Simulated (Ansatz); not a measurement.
**SiW12 (slab): density, localisation and related maps**

```cif
data_structure
_symmetry_space_group_name_H-M 'P 1'
_symmetry_Int_Tables_number 1
_cell_length_a 5.7094
_cell_length_b 5.7094
_cell_length_c 19.4446
_cell_angle_alpha 90.000
_cell_angle_beta 90.000
_cell_angle_gamma 90.000
_cell_volume 633.85
loop_
_atom_site_label
_atom_site_type_symbol
_atom_site_fract_x
_atom_site_fract_y
_atom_site_fract_z
_atom_site_occupancy
W1 W 0.25000 0.25000 0.20571 1
W2 W 0.25000 0.75000 0.20571 1
W3 W 0.75000 0.25000 0.20571 1
W4 W 0.75000 0.75000 0.20571 1
W5 W 0.00000 0.00000 0.30712 1
W6 W 0.00000 0.50000 0.30712 1
W7 W 0.50000 0.00000 0.30712 1
W8 W 0.50000 0.50000 0.30712 1
W9 W 0.25000 0.25000 0.40858 1
W10 W 0.25000 0.75000 0.40858 1
W11 W 0.75000 0.25000 0.40858 1
W12 W 0.75000 0.75000 0.40858 1
Si1 Si 0.33333 0.41667 0.51518 1
```

Not relaxed (largest force 1.3 eV/Å); PAW files of the earlier set (soft_1).

The calculation used DFT PBE, scalar-relativistic, plane waves, PAW in Ansatz.

The density is the valence pseudo-density of a PAW calculation; it isn't the true density close to the nuclei.

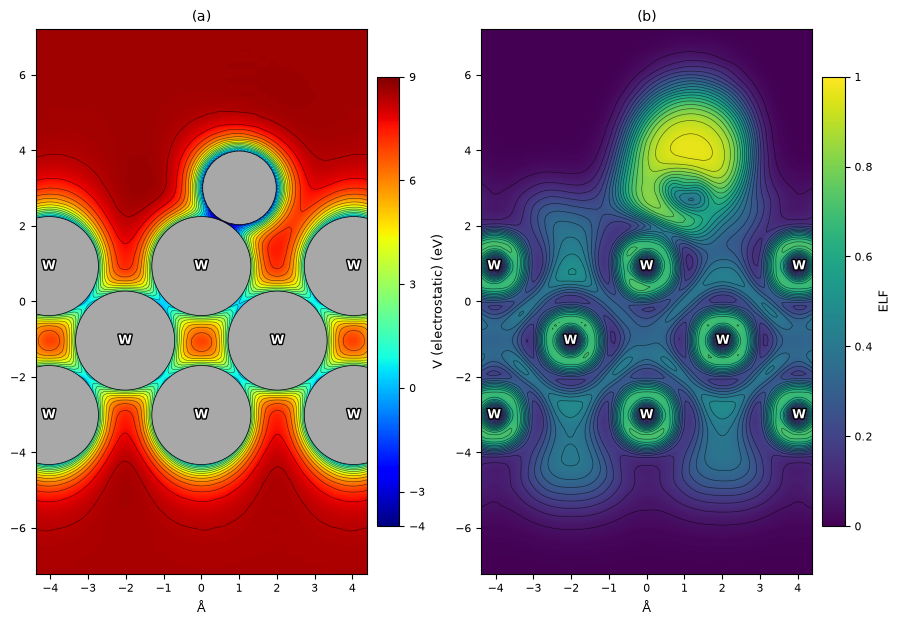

Figure 1. (a) electrostatic potential energy of an electron; (b) electron localisation function on the (11̄0) plane of the calculation cell, a cut from vacuum to vacuum. Grey discs cover the atomic cores in the potential map.

What does the map show?

- Atoms in the plane: W.
- Atoms just off the plane (Si, 0.3 Å away) can leave unmarked features too.
- W–W (2.82 Å): the ELF is about 0.40 at the midpoint.
- The features right at W lie inside the PAW spheres, where the map follows smoothed inner orbitals and isn't to be read closely.
- Outside the cores the potential energy rises away from the atoms and is highest in the vacuum; its zero is arbitrary.

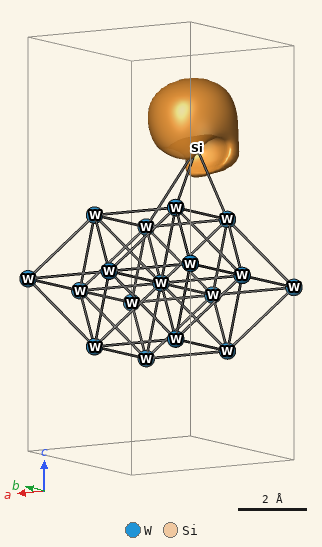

Figure 2. Isosurface of the ELF at 0.75 (orange), seen at an oblique angle. Only the valence region is drawn (cores and ρ < 0.01 e/Å³ removed). Sticks mark near contacts.

What do the ELF domains correspond to?

At this value the surface marks out one lobe on Si, pointing away from the bonds (lone pairs), counted in one cell of 13 atoms. Counts are for one cell; the picture repeats the cell along the surface.


Si–W (2.33 Å): the ELF peaks at about 0.75 in the valence shell of Si, 0.9 Å from its nucleus, and is about 0.50 at the midpoint.

Metal or insulator at this level of theory?

It is metallic or semimetallic at this level of theory: no gap opens.
